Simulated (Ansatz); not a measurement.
## Electronic structure of TiC in real space

```
Ti C
1.0
     4.29261   -0.00005    0.00001
    -0.00005    4.29357    0.00005
     0.00001    0.00005    4.29356
Ti C
4 4
Direct
  0.50001 0.00000 0.50000
  0.50001 0.50000 0.00000
  0.99999 0.50000 0.50000
  0.99999 0.00000 0.00000
  0.00001 0.00000 0.50000
  0.00001 0.50000 0.00000
  0.49999 0.50000 0.50000
  0.49999 0.00000 0.00000
```

Space group Fm-3m; computed without spin polarisation.

Computed with DFT PBEsol, scalar-relativistic, plane waves, PAW in Ansatz 0.2.0.

The density is the valence pseudo-density of a PAW calculation; it isn't the true density close to the nuclei.

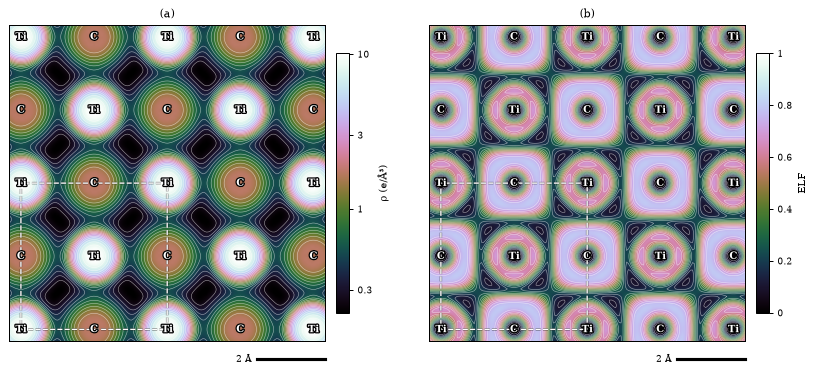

Figure 1. (a) valence pseudo-density; (b) ELF on the (001) plane of the conventional cell.

Question: Describe what can be read from this map.

Answer: Atoms in the plane: Ti and C.
Ti–C (2.15 Å): ρ at the midpoint is about 0.53 e/Å³; the ELF peaks at about 0.80 in the valence shell of C, 0.7 Å from its nucleus, and is about 0.25 at the midpoint.
Between the atoms the lowest density in this plane is 0.21 e/Å³.
The features right at Ti lie inside the PAW spheres, where the map follows smoothed inner orbitals and isn't to be read closely.

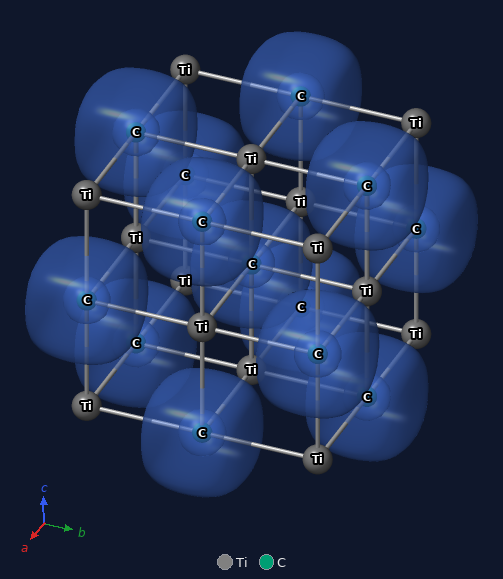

Figure 2. Isosurface of the electron localisation function at 0.55 (blue), seen at an oblique angle. Only the valence region is drawn (cores and ρ < 0.01 e/Å³ removed). Sticks mark near contacts.

Question: Where are the electrons localised?

Answer: The ELF exceeds this value in four regions wrapped around C (the valence shell of each), counted in one cell of 8 atoms. Regions shared between cells count once.

Question: Does the calculation give a band gap?

Answer: It is gapless in this calculation (a metal or semimetal).
